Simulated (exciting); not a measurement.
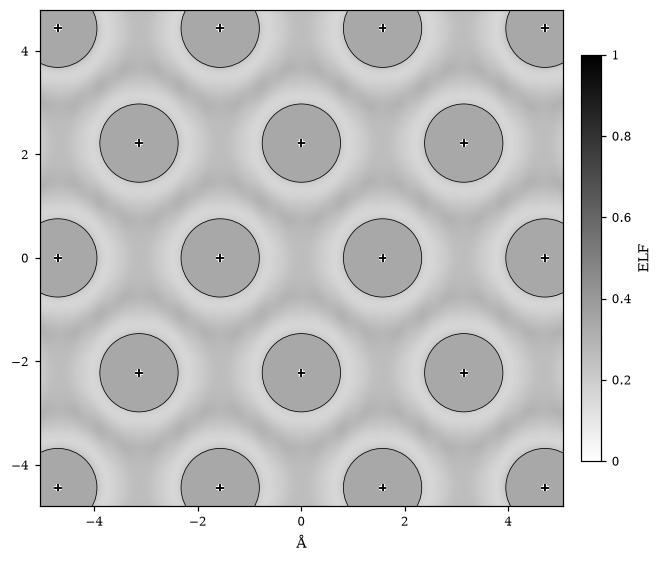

The electron localisation function on a plane through atoms (crosses mark nuclei in the plane; grey discs cover the cores).

Computed with exciting, Kohn-Sham DFT of a periodic cell, LDA, all-electron LAPW+lo, shipped species files.

Candidates:
A. Zn, a = 3.14 Å, b = 3.14 Å, c = 3.14 Å, α = 90.00°, β = 90.00°, γ = 90.00°. Space group Im-3m; a structure from a database of computed crystals, not necessarily the ambient phase.
B. As, a = 3.76 Å, b = 3.76 Å, c = 10.54 Å, α = 90.00°, β = 90.00°, γ = 120.00°. Space group R-3m.
C. TaN, a = 2.94 Å, b = 2.94 Å, c = 2.88 Å, α = 90.00°, β = 90.00°, γ = 120.00°. Space group P-6m2.

Q: Which system is this?

A: Candidate A: Zn on the (110) plane of the conventional cell, which holds Zn. Zn–Zn (2.72 Å): the ELF is about 0.30 at the midpoint (no shared electron pair shows on this line).
